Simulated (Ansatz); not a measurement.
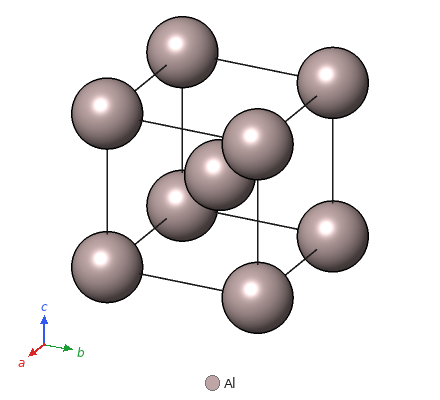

Al (Im-3m, No. 229): the input geometry of a calculation; the starting structure was generated, so it need not be a known form of this composition.

```cif
data_structure
_symmetry_space_group_name_H-M 'P 1'
_symmetry_Int_Tables_number 1
_cell_length_a 3.3135
_cell_length_b 3.3135
_cell_length_c 3.3135
_cell_angle_alpha 90.000
_cell_angle_beta 90.000
_cell_angle_gamma 90.000
_cell_volume 36.38
loop_
_atom_site_label
_atom_site_type_symbol
_atom_site_fract_x
_atom_site_fract_y
_atom_site_fract_z
_atom_site_occupancy
Al1 Al 0.00000 0.00000 0.00000 1
Al2 Al 0.50000 0.50000 0.50000 1
```

What will a Z-contrast image along [211] show? Simulated incoherent Z contrast: every atom adds Z^1.6 spread by a probe of 0.55 Å full width; channelling and multiple scattering are left out. The probe carries 25 % of its weight in a tail 2.5 times as wide. Shot noise and a slight drift were added.

Answer. The columns repeat on a rectangular net of 0.96 × 2.34 Å (plane group p2mm). All columns are alike (Al). The shortest distance between visible columns is 0.96 Å in projection. Along the beam the structure repeats every 8.12 Å.

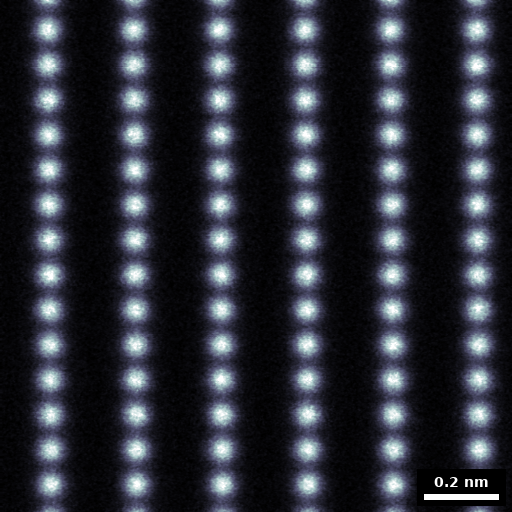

The simulated image.
